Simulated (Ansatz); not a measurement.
# A thicker film of SrTiO3 (001), TiO2 faces from four thinner ones

In a field along its normal an insulating film takes a dipole p. Written as a length, p/(ε₀AE), it should grow by 1 − 1/ε for each ångström added.

How it was computed: Ansatz 0.2.0, plane waves with PAW datasets (its set soft_2), PBE; perovskite films relaxed at a bulk in-plane lattice constant near the measured one, then held in weak fields of both signs with a dipole correction (A is the cell's area, E the outer field).

```
    run  distance between the outer atoms (Å)  p/(ε₀AE) (Å)
2 units                                 7.872         8.489
3 units                                11.834        11.793
4 units                                15.792        15.107
5 units                                19.749        18.426
6 units                                23.704             ?
```

**Question.** What value belongs in the row marked “?”, and how far can the other rows tell?

A least-squares line through the 4 rows shown has slope 0.8367 and intercept 1.8975; no row lies more than 0.006 Å off it. That slope means ε = 1/(1 − 0.8367) = 6.12. At 23.704 it gives 0.8367 × 23.704 + 1.8975 = 21.731 Å, beyond the rows fitted. Rounding and scatter of the rows alone allow about ±0.010 Å there.

The run itself gives 21.745 Å: a miss of +0.014 Å, or 0.1 % of the value. The length is met to within 1 %, though ε is more sensitive than the length: the two thickest films give ε = 6.22.

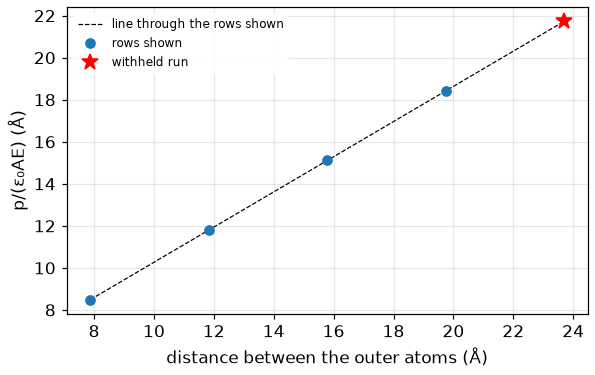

The fit and the withheld run.

Caveats: This is the electronic response alone. A unit is one step of the cut along the normal (a plane, a pair of planes or a cell), and the layers relax along it, away from their bulk spacing where the functional's lattice constant differs from the one held.

[Logs are printed without paths, hosts, clocks, repeated set-up lines and the standing remarks that a program may print on its own settings, such as how far it seeks lower states.]
